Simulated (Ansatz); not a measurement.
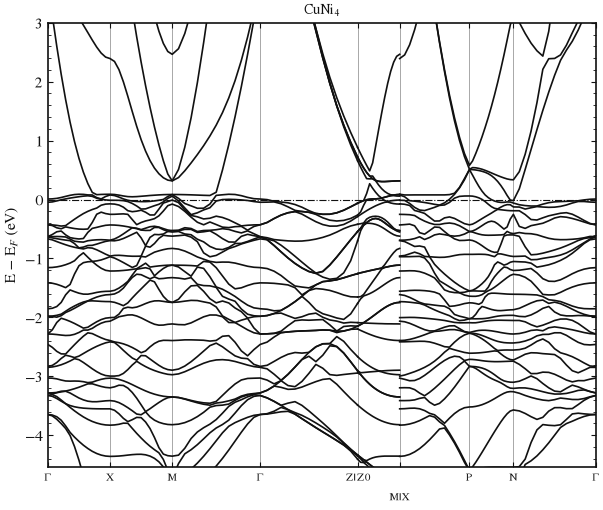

Band structure. Energies are counted from the Fermi level.

Which Bravais lattice do the labels of the path belong to?

Answer. A body-centred tetragonal lattice: the path Γ–X–M–Γ–Z|Z0–M|X–P–N–Γ runs through the special points of its Brillouin zone.

System: CuNi4, space group I4/m (No. 87), 5 atoms in the cell.

```cif
data_structure
_symmetry_space_group_name_H-M 'P 1'
_symmetry_Int_Tables_number 1
_cell_length_a 4.3299
_cell_length_b 4.3299
_cell_length_c 4.3299
_cell_angle_alpha 99.542
_cell_angle_beta 99.542
_cell_angle_gamma 131.949
_cell_volume 55.14
loop_
_atom_site_label
_atom_site_type_symbol
_atom_site_fract_x
_atom_site_fract_y
_atom_site_fract_z
_atom_site_occupancy
Cu1 Cu 0.00000 0.00000 0.00000 1
Ni1 Ni 0.39971 0.19804 0.59775 1
Ni2 Ni 0.80196 0.39971 0.20167 1
Ni3 Ni 0.19804 0.60029 0.79833 1
Ni4 Ni 0.60029 0.80196 0.40225 1
```

Method: DFT LDA, scalar-relativistic, plane waves, PAW, no spin polarisation, 12×12×12 k mesh, Gaussian smearing of 0.1 eV (Ansatz 0.2.0).

Does this material conduct, going by its bands?

Answer. A metal: bands cross the Fermi level along this path.

The run has no spin polarisation, so a magnetic state may lie lower. The structure is an invented one, so it need not be a known or stable phase. The cell is at −17 GPa in this functional.
